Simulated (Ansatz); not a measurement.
## Electronic structure of GaAs₂ in real space

Input file:

```
crystal:
  lattice:
    - [3.8816356389, 0.0, 0.0]
    - [-1.9408178194, 3.3615950715, 0.0]
    - [0.0, 0.0, 11.0131802629]
  atoms:
    - { symbol: Ga, position: [0.3333333333, 0.6666666667, 0.0850897277] }
    - { symbol: Ga, position: [0.6666666667, 0.3333333333, 0.9149102723] }
    - { symbol: As, position: [0.6666666667, 0.3333333333, 0.5584047135] }
    - { symbol: As, position: [0.3333333333, 0.6666666667, 0.4415952865] }
    - { symbol: As, position: [0.6666666667, 0.3333333333, 0.168377009] }
    - { symbol: As, position: [0.3333333333, 0.6666666667, 0.831622991] }
basis:
  ecutwfc: 420
kpoints:
  mp_grid: { grid: [12, 12, 4] }
hamiltonian:
  xc: pbe
scf:
  occupations: { method: gaussian, width: 0.1 }
output:
  forces: true
  stress: true
  eigenvalues: true
  write_density: true
  write_potential: true
  elf: true
  volumetric_format: npy
relax:
  adjacent_minimum: "off"
  f_tol: 0.01
  max_steps: 30
  cell: { stress_tol: 0.1, fix: [volume] }
```

Command:

```sh
ansatz run input.yaml --threads 1 --pin off --max-ram 2560MiB --backend cpu --events-out ev --progress --plain --runs-dir out
```

Below, planes, directions and counts refer to the conventional cell (a = 3.91 Å, b = 3.91 Å, c = 10.85 Å, α = 90.00°, β = 90.00°, γ = 120.00°).

The fields are those of the run's last geometry, not of the input's.

Space group P-3m1; a generated structure, not necessarily the stable one; changed on purpose from its base cell (volume × 0.94, shape and atoms relaxed).

Theory: DFT PBE, scalar-relativistic, plane waves, PAW in Ansatz.

The density is the valence pseudo-density of a PAW calculation; it isn't the true density close to the nuclei.

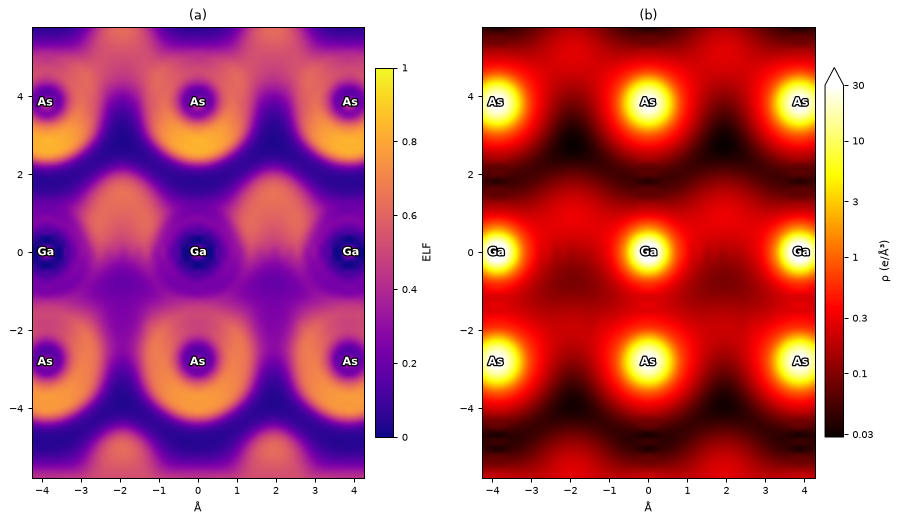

Figure 1. (a) electron localisation function; (b) valence charge density (pseudo) on the (100) plane of the conventional cell.

What do the fields say about this system?

- Atoms in the plane: Ga and As.
- Ga–As (2.82 Å): ρ is about 0.27 e/Å³ halfway, with its minimum of 0.24 e/Å³ about 1.2 Å from Ga; the ELF peaks at about 0.50 in the valence shell of As, 1.2 Å from its nucleus, and is about 0.45 at the midpoint.
- Between the atoms the lowest density in this plane is 0.03 e/Å³.
- The ELF also peaks beside As, away from the bonds: lone-pair regions.

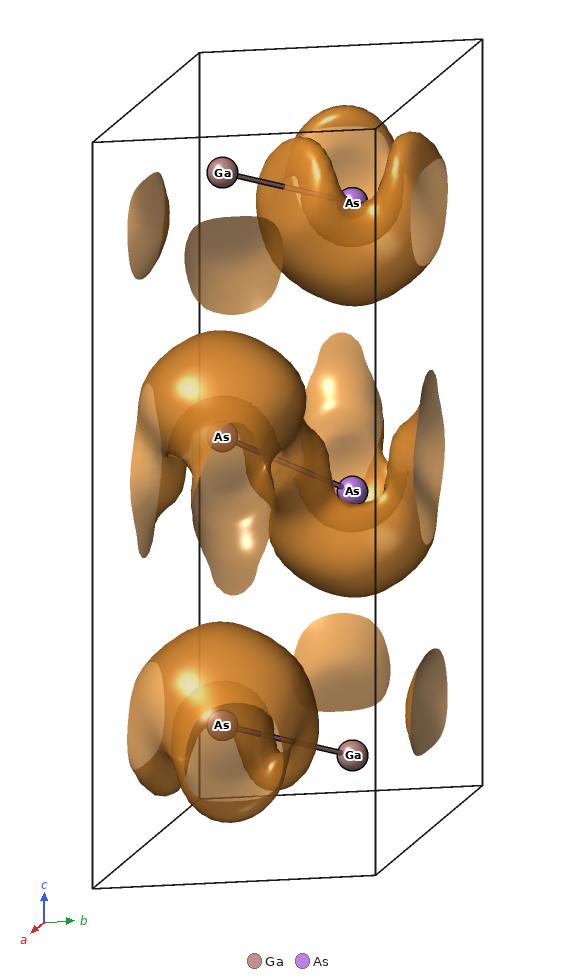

Figure 2. Isosurface of the electron localisation function at 0.6 (orange), seen at an oblique angle. Core shells and regions of very low density are left out. Sticks mark near contacts.

What do the ELF domains correspond to?

At this value the surface marks out two regions on As in which the atom's valence shell and bonds are merged and sheets that run through the cell in two directions, counted in one cell of 6 atoms. Regions shared between cells count once. Profiles from the grid: Ga–As (2.44 Å): the ELF is about 0.70 at the midpoint. As–As (2.60 Å): the ELF peaks at about 0.75 between the atoms.

Metal or insulator at this level of theory?

It is gapless in this calculation (a metal or semimetal).
